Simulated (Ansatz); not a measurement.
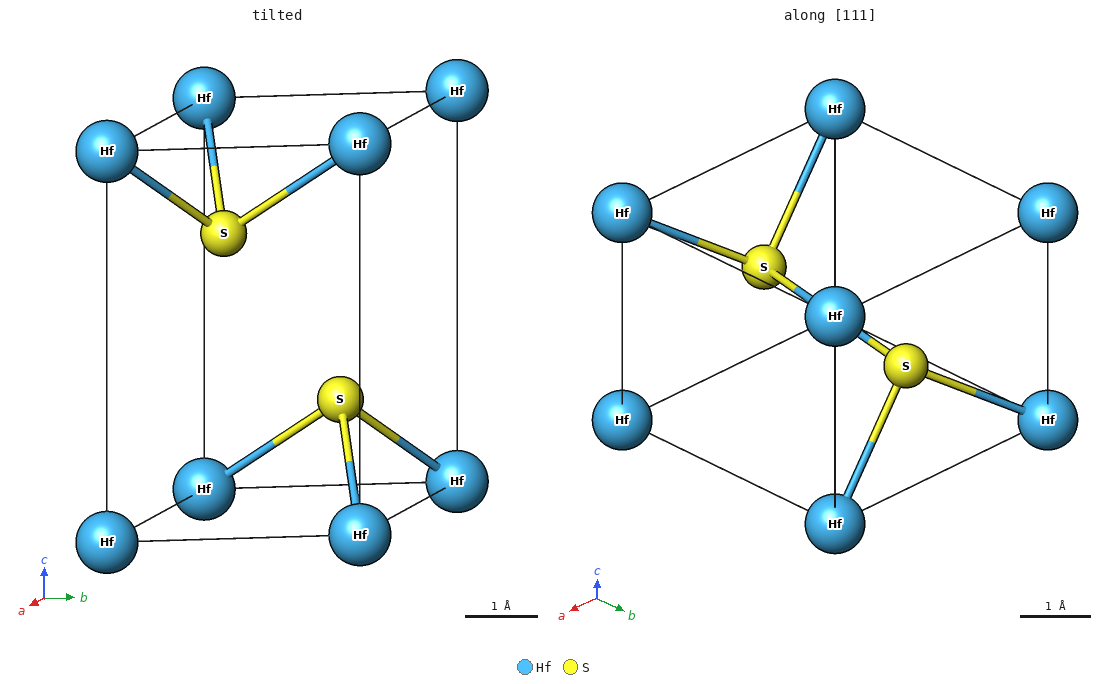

Ball-and-stick representation of a periodic structure, projected slightly off an axis and along [111]. One conventional unit cell is framed, with atoms on its boundary repeated. Cell: a = 3.547 Å, b = 3.547 Å, c = 5.578 Å, α = 90.00°, β = 90.00°, γ = 120.00°.

Chemical formula HfS₂. The symmetry is that of P-3m1 (No. 164), on a primitive hexagonal lattice. The prototype is cadmium iodide (CdI₂, 1T) type. Atoms per cell: 3 (1 Hf, 2 S). Each Hf atom is coordinated by six S in an octahedral arrangement at about 2.5 Å. The neighbours of S are three Hf in a trigonal pyramidal arrangement at about 2.5 Å. Not all metal-metal contacts are counted. The bonds build HfS2 layers parallel to (001).

The initial geometry was a structure listed in the Materials Project. A relaxation with DFT PBEsol+D3(BJ), scalar-relativistic, plane waves, PAW (Ansatz) gave the geometry drawn.
